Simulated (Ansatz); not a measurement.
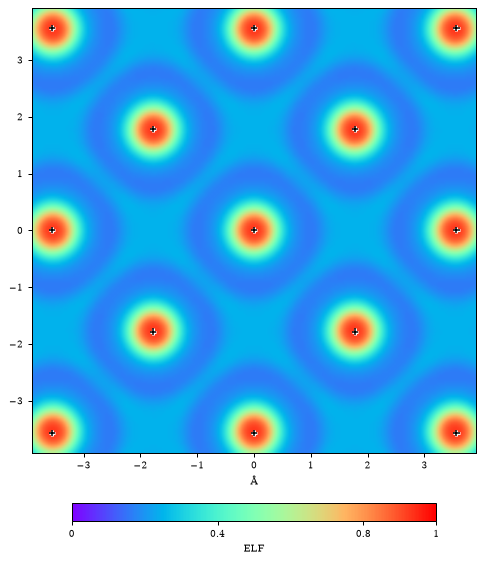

The electron localisation function on a plane through atoms (crosses mark nuclei in the plane).

The calculation used DFT PBE+D3(BJ), scalar-relativistic, plane waves, PAW in Ansatz 0.2.0.

Candidates:
A. Cu$_{6}$Cl (slab), a = 5.04 Å, b = 5.04 Å, c = 24.11 Å, α = 90.00°, β = 90.00°, γ = 120.00°. Computed without spin polarisation.
B. Cu, a = 3.56 Å, b = 3.56 Å, c = 3.56 Å, α = 90.00°, β = 90.00°, γ = 90.00°. Space group Fm-3m; computed without spin polarisation.

Q: Which candidate gave the map?

A: Candidate B: Cu on the (010) plane of the conventional cell, which holds Cu. Cu–Cu (2.52 Å): the ELF is about 0.20 at the midpoint (no localised pair shows between them).
